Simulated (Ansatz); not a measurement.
# Single-point calculation, with input and output: Si

System: Si (P6₃/mmc, 48 atoms in the cell).
Method: DFT PBE, scalar-relativistic, plane waves, PAW, no spin polarisation (Ansatz 0.2.0).

The structure derives from a Materials Project entry. It belongs to a series of runs on one base structure; here: the perfect crystal in a cell of 48 atoms.

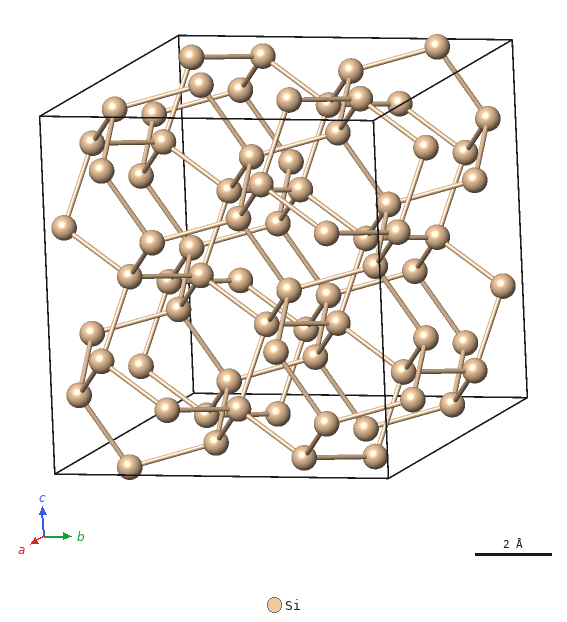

*The structure (ball-and-stick view of the cell of the calculation, seen slightly off an axis).*

Near neighbours in the crystal (not all of them lie inside the picture): Si has 4 Si at 2.36 to 2.38 Å.

## Results in brief

| quantity | value |
| --- | --- |
| outcome | converged |
| space group (tolerance 0.01 Å) | P6₃/mmc (194) |
| electrons treated | 192 |
| free energy | −30518.3704 eV |
| Fermi energy | 6.478 eV |
| gap on the k-point mesh | 0.45 eV |
| pressure | −0.76 GPa |
| largest force (length of the vector) | 0.056 eV/Å |
| hardware | 4 threads of Arm Neoverse V1, 24 GiB of memory available, shared host |
| wall time | 3.2 s (CPU time 12 s) |
| peak memory | 0.79 GiB |

The k-point mesh is coarse (a preliminary or cheap run), so energies and forces are approximate.

## Input
```yaml
crystal:
  lattice:
    - [7.7025612697, 1.0e-10, -6.3650227274]
    - [-3.8512806348, -6.6706137338, -6.3650227274]
    - [-3.8512806349, 6.6706137337, -6.3650227274]
  atoms:
    - { symbol: Si, position: [0.1456896866, 0.4790230199, 0.3123563532] }
    - { symbol: Si, position: [0.3123563532, 0.6456896866, 0.9790230199] }
    - { symbol: Si, position: [0.9790230199, 0.3123563532, 0.6456896866] }
    - { symbol: Si, position: [0.8123563532, 0.6456896866, 0.4790230199] }
    - { symbol: Si, position: [0.4790230199, 0.3123563532, 0.1456896866] }
    - { symbol: Si, position: [0.6456896866, 0.4790230199, 0.8123563532] }
    - { symbol: Si, position: [0.3123563532, 0.1456896866, 0.4790230199] }
    - { symbol: Si, position: [0.9790230199, 0.8123563532, 0.1456896866] }
    - { symbol: Si, position: [0.1456896866, 0.9790230199, 0.8123563532] }
    - { symbol: Si, position: [0.6456896866, 0.9790230199, 0.3123563532] }
    - { symbol: Si, position: [0.8123563532, 0.1456896866, 0.9790230199] }
    - { symbol: Si, position: [0.4790230199, 0.8123563532, 0.6456896866] }
    - { symbol: Si, position: [0.1456896866, 0.3123563532, 0.9790230199] }
    - { symbol: Si, position: [0.3123563532, 0.4790230199, 0.6456896866] }
    - { symbol: Si, position: [0.9790230199, 0.1456896866, 0.3123563532] }
    - { symbol: Si, position: [0.8123563532, 0.4790230199, 0.1456896866] }
    - { symbol: Si, position: [0.4790230199, 0.1456896866, 0.8123563532] }
    - { symbol: Si, position: [0.6456896866, 0.3123563532, 0.4790230199] }
    - { symbol: Si, position: [0.3123563532, 0.9790230199, 0.1456896866] }
    - { symbol: Si, position: [0.9790230199, 0.6456896866, 0.8123563532] }
    - { symbol: Si, position: [0.1456896866, 0.8123563532, 0.4790230199] }
    - { symbol: Si, position: [0.6456896866, 0.8123563532, 0.9790230199] }
    - { symbol: Si, position: [0.8123563532, 0.9790230199, 0.6456896866] }
    - { symbol: Si, position: [0.4790230199, 0.6456896866, 0.3123563532] }
    - { symbol: Si, position: [0.0209769801, 0.3543103134, 0.1876436468] }
    - { symbol: Si, position: [0.1876436468, 0.5209769801, 0.8543103134] }
    - { symbol: Si, position: [0.8543103134, 0.1876436468, 0.5209769801] }
    - { symbol: Si, position: [0.6876436468, 0.5209769801, 0.3543103134] }
    - { symbol: Si, position: [0.3543103134, 0.1876436468, 0.0209769801] }
    - { symbol: Si, position: [0.5209769801, 0.3543103134, 0.6876436468] }
    - { symbol: Si, position: [0.1876436468, 0.0209769801, 0.3543103134] }
    - { symbol: Si, position: [0.8543103134, 0.6876436468, 0.0209769801] }
    - { symbol: Si, position: [0.0209769801, 0.8543103134, 0.6876436468] }
    - { symbol: Si, position: [0.5209769801, 0.8543103134, 0.1876436468] }
    - { symbol: Si, position: [0.6876436468, 0.0209769801, 0.8543103134] }
    - { symbol: Si, position: [0.3543103134, 0.6876436468, 0.5209769801] }
    - { symbol: Si, position: [0.0209769801, 0.1876436468, 0.8543103134] }
    - { symbol: Si, position: [0.1876436468, 0.3543103134, 0.5209769801] }
    - { symbol: Si, position: [0.8543103134, 0.0209769801, 0.1876436468] }
    - { symbol: Si, position: [0.6876436468, 0.3543103134, 0.0209769801] }
    - { symbol: Si, position: [0.3543103134, 0.0209769801, 0.6876436468] }
    - { symbol: Si, position: [0.5209769801, 0.1876436468, 0.3543103134] }
    - { symbol: Si, position: [0.1876436468, 0.8543103134, 0.0209769801] }
    - { symbol: Si, position: [0.8543103134, 0.5209769801, 0.6876436468] }
    - { symbol: Si, position: [0.0209769801, 0.6876436468, 0.3543103134] }
    - { symbol: Si, position: [0.5209769801, 0.6876436468, 0.8543103134] }
    - { symbol: Si, position: [0.6876436468, 0.8543103134, 0.5209769801] }
    - { symbol: Si, position: [0.3543103134, 0.5209769801, 0.1876436468] }
basis:
  ecutwfc: 420
  xc_grid: 2
kpoints:
  mp_grid: { grid: [1, 1, 1], shift: [0.0, 0.0, 0.0] }
hamiltonian:
  xc: pbe
scf:
  occupations: { method: gaussian, width: 0.02 }
output:
  forces: true
  stress: true
  eigenvalues: true
```

Launched with:
```bash
ansatz run input.yaml --threads 4 --pin off --max-ram 8192MiB --backend cpu --events-out ev --progress --plain --runs-dir out
```

## The program's output
```
Engine: ansatz 0.2.0, aarch64-unknown-linux-gnu
Pseudopotentials: kind: paw
Pseudopotential: Si, paw, valence charge 4, recommended cutoff 420 eV (normal), Si.paw.azcp
Functional definition: PBE
  parameter kappa = 0.804
  parameter beta = 0.06672455060314922
  exchange = pbe_x(kappa = kappa, mu = beta*pi^2/3)
  correlation = pbe_c(beta = beta)
Crystal: 48 atoms, lattice volume = 981.120 Å³
Basis set: ecut = 420 eV, 19113 PW (Γ), exchange–correlation on 144×144×144 points (8 copies of the dense FFT grid, shifted against one another)
Bands: 144, of which v1, the nominal top of the filled ones, is band 96 counted from 1 (95 counted from 0)
Symmetry: 144 space group operations
Space group: P63/mmc (ITA 194), of the structure as read, at distance tolerance 9.9e-5 Å
k-points: 1
Non-local potential: Si, projectors of the file, l = 0: 2, l = 1: 2, l = 2: 2
PAW form: soft (Blöchl's): semilocal exchange-correlation on the pseudo side does not see the compensation charge
PAW one-centre angular grid: Si, 110 points (default); XC on 64 Gauss nodes
Initial density: superposition of atomic densities (neutral atoms: chi_scale 0, normalization atom), corrected by the library's trained network
Initial wavefunctions: pseudopotential atomic-orbital guess
Functional: x = pbe(κ = 0.804, μ = 0.2195149727645171), c = pbe(β = 0.06672455060314922)
SCF iter   1: F=—  HF=-30518.371390 eV  |F-HF|=—  |Δ(HF+E_count)|=         —  Δρ=1.71e-3  dr2=3.86e-2  ethr=1.77e-3  ⟨swp⟩=6.0  Hψ=643  notcnv=0  defer=20
preconditioner: auto → Resta (q_TF=auto, 2.079 Å⁻¹)  ε∞=5.4  [insulator: Δε(μ)=0.451 eV  Ē_g=7.839 eV  σ=0.020 eV  W_gap=1.00  n_scr=154 (ndim 8)  ℏωp=16.4 eV  f_vac=0.000  D(μ)=0.00/eV (n_scr^D=0)  ε∞_Penn≈5.4]
SCF iter   2: F=—  HF=-30518.370458 eV  |F-HF|=—  |Δ(HF+E_count)|=   9.33e-4  Δρ=9.05e-4  dr2=1.07e-2  ethr=2.01e-5  ⟨swp⟩=2.0  Hψ=231  notcnv=0  defer=34
SCF iter   3: F=—  HF=-30518.369658 eV  |F-HF|=—  |Δ(HF+E_count)|=   7.99e-4  Δρ=1.17e-4  dr2=2.56e-4  ethr=5.56e-6  ⟨swp⟩=2.0  Hψ=193  notcnv=0  defer=3
automatic band count: iteration 3 solves 111 bands in place of 144: the levels show a gap, and the empty bands left out lie too high to hold charge; the band table lists the bands solved (type scf.n_extra_bands for more)
SCF iter   4: F=—  HF=-30518.369747 eV  |F-HF|=—  |Δ(HF+E_count)|=   8.82e-5  Δρ=3.75e-5  dr2=2.63e-5  ethr=1.34e-7  ⟨swp⟩=2.0  Hψ=171  notcnv=0  defer=3
SCF iter   5: F=—  HF=-30518.370366 eV  |F-HF|=—  |Δ(HF+E_count)|=   6.19e-4  Δρ=1.09e-5  dr2=9.52e-7  ethr=1.37e-8  ⟨swp⟩=2.0  Hψ=194  notcnv=0  defer=3
SCF iter   6: F=-30518.370367 eV  HF=-30518.370367 eV  |F-HF|=2.43e-8  |Δ(HF+E_count)|=   1.15e-6  Δρ=1.75e-6  dr2=2.59e-8  ethr=5.21e-11  ⟨swp⟩=11.0  Hψ=509  notcnv=0
SCF 1 converged in 6 iterations: F = -30518.370367 eV  dr2 = 2.59e-8
  greatest PAW one-centre occupation: 0.628 electrons in one spin orbital (limit 2), on the Si atom at site 47 (counted from 0), in its partial waves of l = 0
```

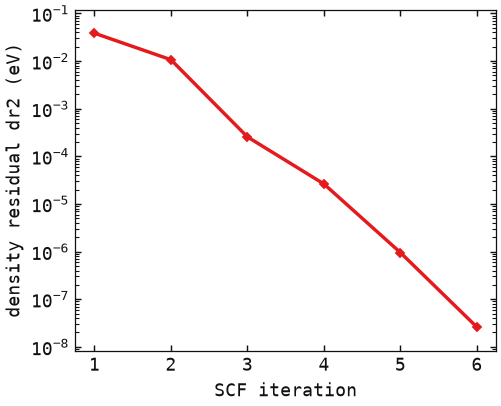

*Convergence of the self-consistent field: density residual dr2 against the SCF iteration.*

The residual falls at every step.

```
SCF converged after 6 iterations
Free energy (F): -30518.370367 eV
Harris-Foulkes:  -30518.370367 eV  (|F-HF|=2.43e-8)
Internal energy: -30518.370367 eV  (E = F + TS)
E sigma→0 (E₀):  -30518.370367 eV
Fermi energy:    6.477573 eV
--- Per-component energies (eV) ---
  E_band       = 192.023274
  E_kinetic    = 1923.009265
  E_local      = -1353.162111  (includes V_loc(G=0)·N_el)
  E_nonlocal   = 1236.849329
  E_hartree    = 369.008530
  E_xc         = -2640.987707
  E_vxc        = -2233.693747  (∫ρ·V_xc dr)
  E_paw        = -24613.419074  (= ΣΔE_a)
  E_vpaw       = -118.994692  (= ΣTr[D̂ρ^β])
  E_aug_tail   = 0.000293  (compensation charges beyond the density's cutoff)
  E_ewald      = -5439.668893
  E_smearing   = -0.000000  (= −TS)
  E_closure    = -0.000000  (closes the sum)
  Σ components = -30518.370367   (vs F -30518.370367, Δ=0.00e0)
--- Forces (eV/Å), atoms counted from 1 ---
  atom   1  Si     0.00000000     0.00000000    -0.05622868
  atom   2  Si     0.00000000     0.00000000    -0.05622868
  atom   3  Si     0.00000000     0.00000000    -0.05622868
  atom   4  Si     0.00000000     0.00000000    -0.05622868
  atom   5  Si     0.00000000     0.00000000    -0.05622868
  atom   6  Si     0.00000000     0.00000000    -0.05622868
  atom   7  Si     0.00000000     0.00000000    -0.05622868
  atom   8  Si     0.00000000     0.00000000    -0.05622868
  atom   9  Si     0.00000000     0.00000000    -0.05622868
  atom  10  Si     0.00000000     0.00000000    -0.05622868
  atom  11  Si     0.00000000     0.00000000    -0.05622868
  atom  12  Si     0.00000000     0.00000000    -0.05622868
  atom  13  Si     0.00000000     0.00000000    -0.05622868
  atom  14  Si     0.00000000     0.00000000    -0.05622868
  atom  15  Si     0.00000000     0.00000000    -0.05622868
  atom  16  Si     0.00000000     0.00000000    -0.05622868
  atom  17  Si     0.00000000     0.00000000    -0.05622868
  atom  18  Si     0.00000000     0.00000000    -0.05622868
  atom  19  Si     0.00000000     0.00000000    -0.05622868
  atom  20  Si     0.00000000     0.00000000    -0.05622868
  atom  21  Si     0.00000000     0.00000000    -0.05622868
  atom  22  Si     0.00000000     0.00000000    -0.05622868
  atom  23  Si     0.00000000     0.00000000    -0.05622868
  atom  24  Si     0.00000000     0.00000000    -0.05622868
  atom  25  Si    -0.00000000    -0.00000000     0.05622868
  atom  26  Si    -0.00000000    -0.00000000     0.05622868
  atom  27  Si    -0.00000000    -0.00000000     0.05622868
  atom  28  Si    -0.00000000    -0.00000000     0.05622868
  atom  29  Si    -0.00000000    -0.00000000     0.05622868
  atom  30  Si    -0.00000000    -0.00000000     0.05622868
  atom  31  Si    -0.00000000    -0.00000000     0.05622868
  atom  32  Si    -0.00000000    -0.00000000     0.05622868
  atom  33  Si    -0.00000000    -0.00000000     0.05622868
  atom  34  Si    -0.00000000    -0.00000000     0.05622868
  atom  35  Si    -0.00000000    -0.00000000     0.05622868
  atom  36  Si    -0.00000000    -0.00000000     0.05622868
  atom  37  Si    -0.00000000    -0.00000000     0.05622868
  atom  38  Si    -0.00000000    -0.00000000     0.05622868
  atom  39  Si    -0.00000000    -0.00000000     0.05622868
  atom  40  Si    -0.00000000    -0.00000000     0.05622868
  atom  41  Si    -0.00000000    -0.00000000     0.05622868
  atom  42  Si    -0.00000000    -0.00000000     0.05622868
  atom  43  Si    -0.00000000    -0.00000000     0.05622868
  atom  44  Si    -0.00000000    -0.00000000     0.05622868
  atom  45  Si    -0.00000000    -0.00000000     0.05622868
  atom  46  Si    -0.00000000    -0.00000000     0.05622868
  atom  47  Si    -0.00000000    -0.00000000     0.05622868
  atom  48  Si    -0.00000000    -0.00000000     0.05622868
  max |Σ_I F_I| component: 2.40e-15 eV/Å
--- Stress (GPa, compression-positive) ---
       -2.008115       0.000000      -0.000000
       -0.000000      -2.008115      -0.000000
       -0.000000      -0.000000       1.725429
  P = ⅓ Tr σ = -0.7636 GPa (-7.636 kbar)
--- Band table (eV) ---
  k-point 0: bands = ["-5.8298", "-4.5515", "-4.5515", "-4.5515", "-4.5515", "-4.5515", "-4.5515", "-3.6826", "-3.6826", "-3.6826", "-3.5800", "-3.5765", "-3.5765", "-3.5765", "-3.5765", "-3.5765", "-3.5765", "-2.5357", "-2.5357", "-2.5357", "-2.5357", "-2.1176", "-2.1176", "-2.1176", "-1.3324", "-1.3324", "-1.3324", "-0.9080", "-0.9080", "-0.9080", "-0.9080", "-0.8929", "0.3246", "0.3246", "0.3246", "0.3321", "0.3321", "0.3321", "0.3321", "0.3321", "0.3321", "1.4839", "1.4839", "1.6613", "1.6613", "1.6613", "1.7392", "1.7392", "1.7392", "1.7392", "1.7392", "1.7392", "2.3292", "2.3292", "2.5981", "2.5981", "2.5981", "2.5981", "2.5981", "2.5981", "3.2482", "3.2482", "3.2482", "3.2807", "3.2807", "3.2807", "3.2807", "3.2807", "3.2807", "3.3191", "3.3191", "3.3191", "3.8338", "3.8338", "3.8338", "3.8338", "4.0797", "4.0797", "4.0797", "4.0797", "4.0797", "4.0797", "4.5037", "4.5037", "4.5037", "4.5037", "4.5037", "4.5037", "4.7578", "4.7578", "4.8375", "4.8375", "4.8375", "5.8998", "6.2526", "6.2526", "6.7029", "6.7029", "6.7029", "7.2394", "8.0715", "8.0715", "8.0715", "8.0715", "8.0715", "8.0715", "8.2653", "8.2653", "8.4768", "8.4768", "8.4768"]
```
